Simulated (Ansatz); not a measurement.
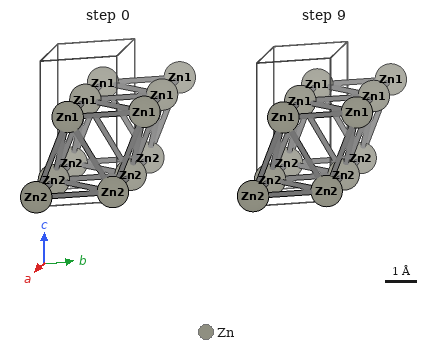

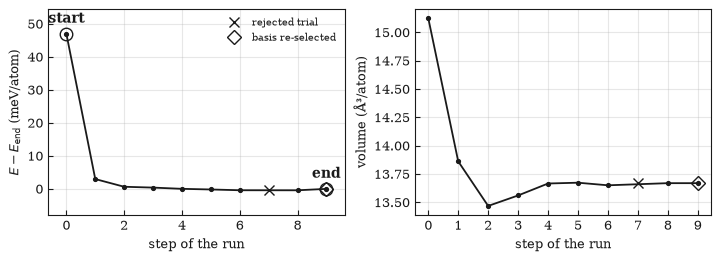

First and last geometry of a relaxation of crystalline Zn (built on the hcp type), with the history of the run. Style: ball-and-stick. Shown: the cell of the calculation, repeated 3 × 2 × 1 with one cell outlined, slightly off an axis.

Level of theory: DFT LDA, scalar-relativistic, plane waves, PAW (Ansatz 0.2.0). (plane-wave cutoff 420 eV; k-point mesh 18 × 18 × 8; occupations gaussian; smearing width 0.05 eV; no spin polarisation; cell and atoms relaxed; force threshold 0.01 eV/Å; at most 60 steps)

### Did the run converge, and what did it change?

It converged. No atom moves by more than 0.005 Å relative to the cell. Cell: a = b 2.660 → 2.552 Å (−4.1 %), c 4.937 → 4.849 Å (−1.8 %). Volume −9.6 %. Some distances before and after: Zn1–Zn1 2.660 → 2.552 Å, Zn1–Zn2 2.907 → 2.837 Å. The space group stays P6_3/mmc (No. 194). After 7 accepted moves (9 points after the start) the energy has fallen by 47.0 meV per atom. All forces vanish by symmetry, so only the cell relaxes. Pressure: −8.56 GPa at the start and 0.02 GPa at the end. The line search rejected the trial step at point 7 of the run. At 1 point the geometry stayed and the basis and grid were re-selected for the new cell (energy shift of 0.4 meV per atom at most each time).

```csv
step,"E − E(0), meV/atom","pressure, GPa","volume, Å³/atom",note
0,0.00,-8.56,15.126,
1,-44.02,-2.31,13.862,
2,-46.35,0.62,13.469,
3,-46.61,-0.03,13.561,
4,-46.98,-0.59,13.667,
5,-47.18,-0.46,13.674,
6,-47.41,0.10,13.651,
7,-47.37,0.18,13.674,rejected
8,-47.42,0.04,13.670,
9,-46.99,0.02,13.670,"same geometry, new basis"
```
